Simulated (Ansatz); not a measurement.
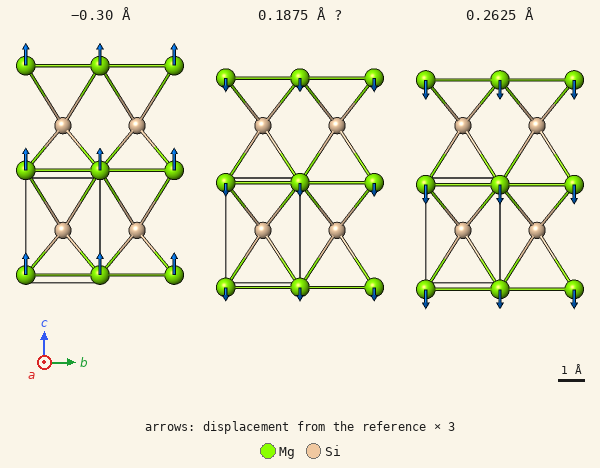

Crystalline MgSi (P4/mmm): the whole Mg sublattice is shifted rigidly, towards the nearest copy of atom 1 (Mg) at 4.103 Å, all else fixed. Style: ball-and-stick. Shown: the cell of the calculation, repeated 3 × 2 × 2 with one cell outlined, along the a axis. Blue arrows: displacements from the reference.

Theory: DFT LDA, scalar-relativistic, plane waves, PAW (Ansatz 0.2.0). (plane-wave cutoff 420 eV; k-point mesh 16 × 16 × 12; occupations gaussian; smearing width 0.15 eV; no spin polarisation). Energies (free energies at the smearing named) are counted from the cell as listed in its source, which wasn't relaxed.

```csv
displacement (Å),ΔE (meV/cell)
−0.3000,156.8
−0.1500,38.4
0.0000,0.0
0.0750,9.5
0.1875,?
0.2250,87.1
0.2625,119.3
```

Q: Fill in the missing row.

A: A straight line between the two neighbours gives 67.7 meV/cell. A cubic through the four nearest rows (0.0000, 0.0750, 0.2250, 0.2625) gives, with Lagrange weights, (−0.0714)(0.0) + (0.2500)(9.5) + (1.2500)(87.1) + (−0.4286)(119.3) = 60.1 meV/cell. The calculation gives 60.2 meV/cell, so the cubic is 0.1 meV/cell too low and the straight line 7.5 meV/cell too high, as the curve bends upwards here.

The whole profile:

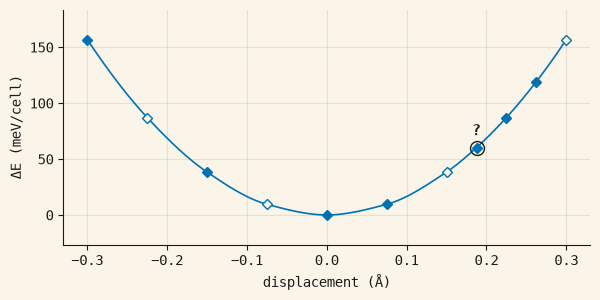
